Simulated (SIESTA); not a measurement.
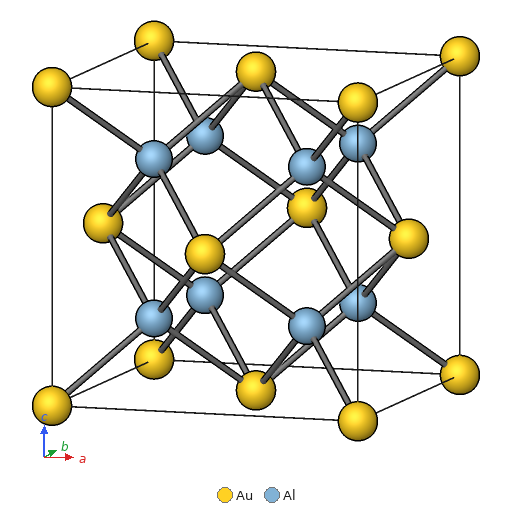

System: Al₂Au, space group Fm-3m (No. 225). The picture shows the conventional cell.

Structure:
```xyz
3
Lattice="0.0000 3.0000 3.0000 3.0000 0.0000 3.0000 3.0000 3.0000 0.0000" Properties=species:S:1:pos:R:3 pbc="T T T"
Au    0.0000    0.0000    0.0000
Al    4.5000    4.5000    4.5000
Al    1.5000    1.5000    1.5000
```

Computed with SIESTA 5.4.2: DFT in numerical atomic orbitals with pseudopotentials, no spin polarisation; energies at scaled volumes of the given cell, shape and fractions fixed, counted from the fit's minimum, third-order Birch-Murnaghan fit. Level: LDA.

k mesh 8×8×8; occupations Fermi–Dirac; smearing width 0.05 eV; potentials PseudoDojo 0.4 standard, converted to PSML, two zetas on semicore shells; program settings basis DZP, mesh cutoff 800 Ry.

Describe the result: the energy and pressure against volume. The volume takes the values 16.92, 17.28, 17.64, 18.00, 18.36, 18.72, 19.08 Å³/atom.

A third-order Birch–Murnaghan fit gives V0 = 17.63 Å³/atom, B0 = 121 GPa and B′ = 5.1. The energy is 11.68 meV/atom at volume 16.92 Å³/atom and 38.47 meV/atom at 19.08 Å³/atom; the lowest computed point is at volume 17.64 Å³/atom (0.00 meV/atom), in a single well. The pressure falls from 5.50 GPa at volume 16.92 Å³/atom to −7.79 GPa at 19.08 Å³/atom, and changes sign near 17.63 Å³/atom.

| volume (Å³/atom) | energy (meV/atom) | pressure (GPa) |
| --- | --- | --- |
| 16.92 | 11.68 | 5.50 |
| 17.28 | 2.72 | 2.55 |
| 17.64 | 0.00 | −0.07 |
| 18.00 | 2.83 | −2.39 |
| 18.36 | 10.58 | −4.44 |
| 18.72 | 22.64 | −6.25 |
| 19.08 | 38.47 | −7.79 |

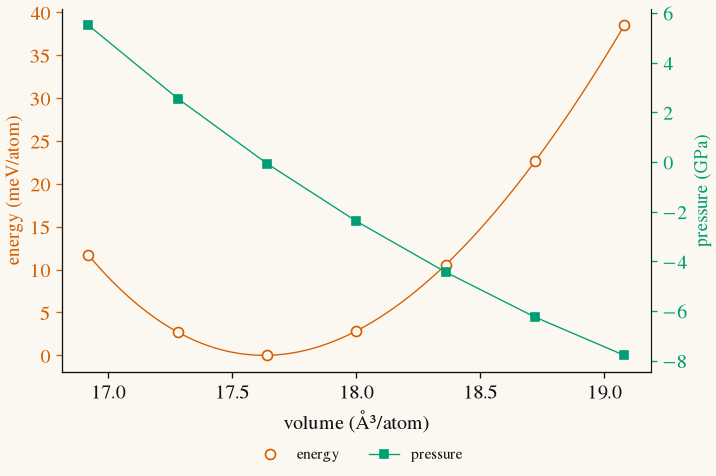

Note: mulliken charges of long orbitals; short basis over semicore shells; spin-orbit coupling left out, heavy elements.
